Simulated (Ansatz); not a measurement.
System: GePt.

```
CELL_PARAMETERS angstrom
2.80588 0.00000 0.00000
-1.40294 2.42997 0.00000
0.00000 0.00000 5.08896
ATOMIC_POSITIONS crystal
Ge 0.00000 0.00000 0.00000
Pt 0.00000 0.00000 0.50000
```

Space group P6/mmm; a structure generated by program, which may or may not match a known phase.

All numbers below come from DFT PBE, scalar-relativistic, plane waves, PAW in Ansatz 0.2.0.

**What can the converged valence pseudo-density and electron localisation function tell about the bonding?**

Ge–Pt (2.54 Å): the density is about 0.47 e/Å³ at the midpoint; the ELF is about 0.40 at the midpoint.

**Metal or insulator at this level of theory?**

It is metallic or semimetallic at this level of theory: no gap opens.

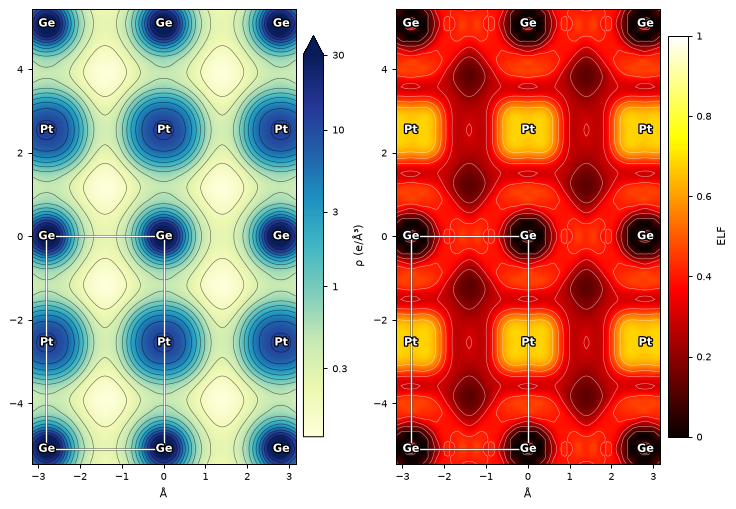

Computed valence pseudo-density and electron localisation function on the (100) plane of the conventional cell, in this order. 

Core electrons are frozen (PAW), and the valence fields are smoothed inside the atomic spheres.
